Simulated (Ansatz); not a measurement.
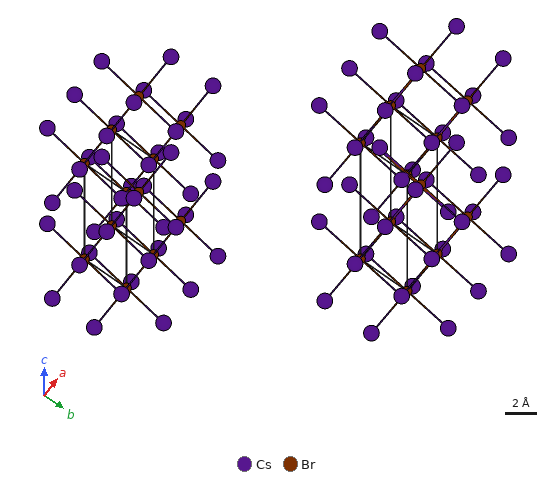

Two geometries of solid Cs₂Br (a generated structure, set up in P-3m1), drawn at one scale. One is the start of a relaxation, the other its converged end. The picture is a ball-and-stick view of the cell of the calculation, repeated 2 × 1 × 1 with one cell outlined, seen from a free direction.

Theory: DFT PBE+D3(BJ), scalar-relativistic, plane waves, PAW in Ansatz. (plane-wave cutoff 420 eV; k-point mesh 12 × 12 × 6; occupations gaussian; smearing width 0.1 eV; no spin polarisation; cell and atoms relaxed; force threshold 0.01 eV/Å; at most 80 steps)

Q: Which geometry has the lower energy?

A: The right one is the relaxed one. The energy falls by 234 meV per atom in 8 accepted moves (10 points after the start). Largest force component: 0.016 eV/Å at the start, 0.0041 eV/Å at the end. Pressure: 3.58 GPa at the start and 0.00 GPa at the end. The SCF was repeated twice at an unchanged geometry on a basis and grid sized afresh for the cell, which shifted the energy by 4.6 meV per atom at most. The largest moves relative to the cell, 0.36 Å, are those of Cs atoms. Br stays in place. Cell: a = b 4.614 → 5.121 Å (+11.0 %), c 7.412 → 9.011 Å (+21.6 %). Volume +49.8 %. Some distances before and after: Br–Cs 3.383 → 3.670 Å. Bond angles that change, for instance: Br–Cs–Br 86.0° → 88.5°, Cs–Br–Cs 94.0° → 91.5°, Cs–Br–Cs 86.0° → 88.5°. The space group stays P-3m1 (No. 164). The run took 3.7 min on 1 thread of Intel(R) Xeon(R) Processor @ 2.70GHz (shared host), peak memory 0.66 GiB.
